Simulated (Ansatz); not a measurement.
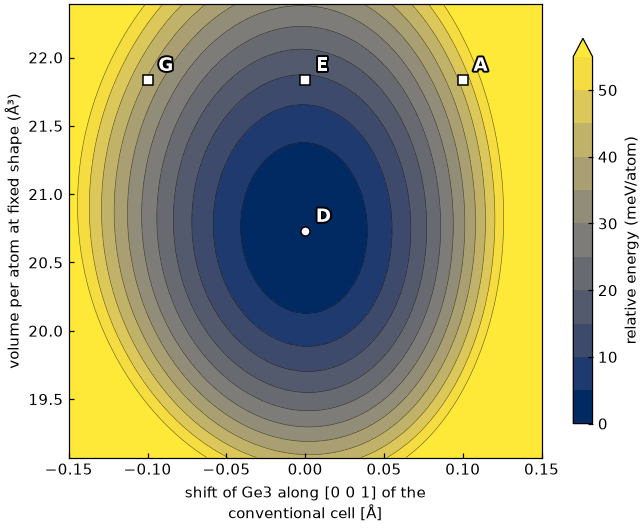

SiGe (P6_3mc, No. 186; 4 atoms in the cell). 
- The energy is mapped over a free internal coordinate and the cell.
- The first coordinate is: shift of Ge3 along [0 0 1] of the conventional cell, Cartesian (0 0 1), its symmetry partners moved as symmetry demands (measured in the relaxed cell); the second: volume per atom at fixed shape.
- Nothing is relaxed (all other coordinates fixed).
- The grid has 7 × 7 points.
- Points are written as (first, second).
- All energies are given in meV/atom relative to the lowest grid point.
- The band gap closes in part of the range.
- Theory: DFT LDA, scalar-relativistic, plane waves, PAW (Ansatz 0.2.0). Settings: cutoff 420 eV, k-mesh 12×12×6 in the order of the run's cell vectors, gaussian smearing 0.03 eV, no spin polarisation.

The picture shows filled contours, one colour for all values above the top of the scale, lettered points. Between grid points the surface is interpolated.

Question: Is D the lowest point of the computed grid?

Answer: Yes. D, at (0.00 Å, 20.73 Å³), has the lowest energy of the grid.

Question: What kind of point is each of A, D, G: minimum, saddle, maximum or slope?

Answer: A: on a slope; D: minimum; G: on a slope. (In these two coordinates alone; a stationary point may lie a little off the grid point.)

PAW datasets: the set soft_1.
